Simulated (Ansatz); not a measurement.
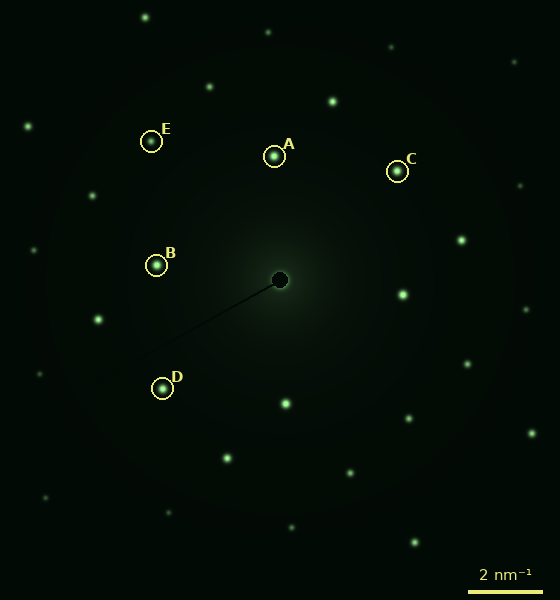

Simulated selected-area electron diffraction pattern (200 kV, kinematic approximation, thin crystal, B = 0.5 Å² for all atoms). The zone axis points towards the electron source and the pattern is seen from the source side.

Crystal: Al, space group Cmce (No. 64), a = 4.418 Å, b = 8.030 Å, c = 4.581 Å. Structure: the end point of a relaxation with DFT r2SCAN, scalar-relativistic, plane waves, PAW (Ansatz); the starting structure was generated, so it need not be a known form of this composition.

Spot A is indexed -1 1 -1 and spot B -1 1 1.

> Give hkl for C, D, E.

C = A − B = 0 0 -2 (d = 2.290 Å). D = −A + B = 0 0 2 (d = 2.290 Å). E = A + B = -2 2 0 (d = 1.935 Å).

> Which zone axis is this?

The cross product of A and B is parallel to [110]; every spot obeys hu + kv + lw = 0.

> What are the spacings of A and B and the angle between them?

d(A) = 2.957 Å, d(B) = 2.957 Å, and the angle is 80.4°.
